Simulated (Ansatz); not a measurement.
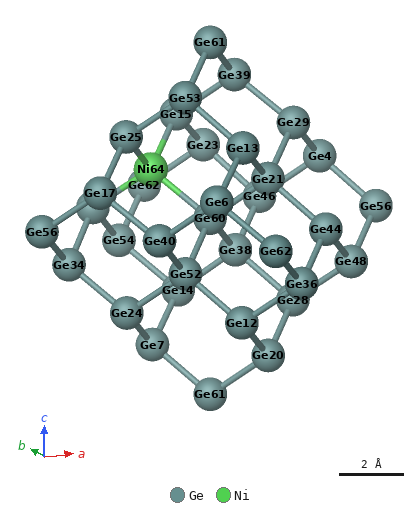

This is the input geometry for a relaxation of a defect cell of composition Ge63Ni (cell charge +1). Style: ball-and-stick. Shown: the atoms within 5.8 Å of the atom that moves most (axes of the cell of the calculation (origin shifted)), slightly off an axis.

The atoms of the start lie slightly off their symmetric places, so part of the fall in energy undoes that.

Method: Ansatz 0.2.0, DFT, PBEsol, PAW, plane waves.

(plane-wave cutoff 420 eV; k-point mesh 1 × 1 × 1; mesh shifted by (0.25, 0.25, 0.25); collinear spin; atoms relaxed in a fixed cell; force threshold 0.03 eV/Å; at most 80 steps)

```
Ge Ni
1.0
    11.35118    0.00000    0.00000
     0.00000   11.35118    0.00000
     0.00000    0.00000   11.35118
Ge Ni
63 1
Direct
  0.99684 0.00060 0.99958
  0.99848 0.99569 0.49802
  0.99820 0.50157 0.00060
  0.00330 0.50002 0.50061
  0.49718 0.99886 0.00005
  0.49844 0.99983 0.50050
  0.50130 0.49676 0.00201
  0.12297 0.12754 0.12353
  0.12548 0.12970 0.62533
  0.12462 0.62633 0.12326
  0.12657 0.62613 0.62623
  0.62289 0.12558 0.12470
  0.62519 0.12385 0.62194
  0.62863 0.62426 0.12396
  0.62434 0.62843 0.62411
  0.25064 0.25299 0.00221
  0.24876 0.25332 0.49696
  0.24895 0.75038 0.99950
  0.25110 0.74974 0.49954
  0.75095 0.25071 0.99884
  0.75016 0.25063 0.50174
  0.75087 0.74551 0.99979
  0.75227 0.74750 0.50422
  0.37699 0.37637 0.12371
  0.37461 0.37555 0.62439
  0.37399 0.87652 0.12267
  0.37627 0.87275 0.62131
  0.87555 0.37897 0.12388
  0.87693 0.37875 0.62748
  0.87626 0.87244 0.12466
  0.87645 0.87327 0.62226
  0.24930 0.00102 0.25071
  0.24943 0.99983 0.75055
  0.25149 0.49671 0.24741
  0.25028 0.49990 0.74745
  0.75236 0.99994 0.25047
  0.74603 0.00125 0.74921
  0.75157 0.50138 0.25185
  0.74829 0.50071 0.75026
  0.37519 0.12307 0.37647
  0.37457 0.12801 0.87809
  0.37310 0.62402 0.37716
  0.37501 0.62519 0.87594
  0.87270 0.12156 0.37312
  0.87277 0.12308 0.87639
  0.87233 0.62512 0.37208
  0.87383 0.62435 0.87416
  0.99915 0.24951 0.24773
  0.00061 0.25013 0.75163
  0.00040 0.75013 0.25165
  0.99948 0.75188 0.75097
  0.50272 0.24936 0.24949
  0.50243 0.25081 0.74998
  0.50029 0.74866 0.25084
  0.50068 0.75325 0.74913
  0.12337 0.37734 0.37315
  0.12355 0.37675 0.87630
  0.12747 0.87537 0.37606
  0.12132 0.87766 0.87630
  0.62593 0.37559 0.37474
  0.62543 0.37223 0.87501
  0.62583 0.87585 0.37463
  0.62501 0.87440 0.87442
  0.49883 0.50286 0.49886
```

> What does the optimiser find from here?

The energy falls by 0.900 eV per cell of the calculation in 6 geometry steps. Largest force component: 1.1 eV/Å at the start, 0.014 eV/Å at the end. Ge60 moves most: 0.23 Å along [−2 1 1]. By element the largest moves are Ge 0.23 Å, Ni 0.07 Å. The cell doesn't change. Among the contacts that change: Ge15–Ni64 2.466 → 2.243 Å, Ge60–Ni64 2.481 → 2.274 Å, Ge25–Ni64 2.471 → 2.274 Å, Ge42–Ni64 2.416 → 2.275 Å. Bond angles that change, for instance: Ge52–Ge60–Ni64 109.7° → 118.1°, Ge21–Ge60–Ge38 109.6° → 103.7°, Ge44–Ge21–Ge60 108.3° → 113.1°. The run took 27 s on 1 × NVIDIA GB300 Max-Q with 8 threads of Arm Neoverse-V2, peak memory 2.3 GiB.

Step by step:

```csv
step,"E − E(0), meV/atom","largest force component, eV/Å"
0,0.00,1.0771
1,-11.75,0.3407
2,-12.66,0.2565
3,-13.55,0.1804
4,-13.71,0.2457
5,-14.04,0.0441
6,-14.07,0.0137
```

The end point in the same view:

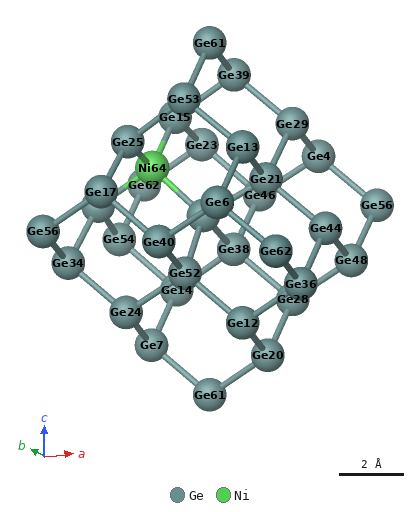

Limits of the set-up: the cell is charged, on a uniform background, and energies carry no finite-size correction.
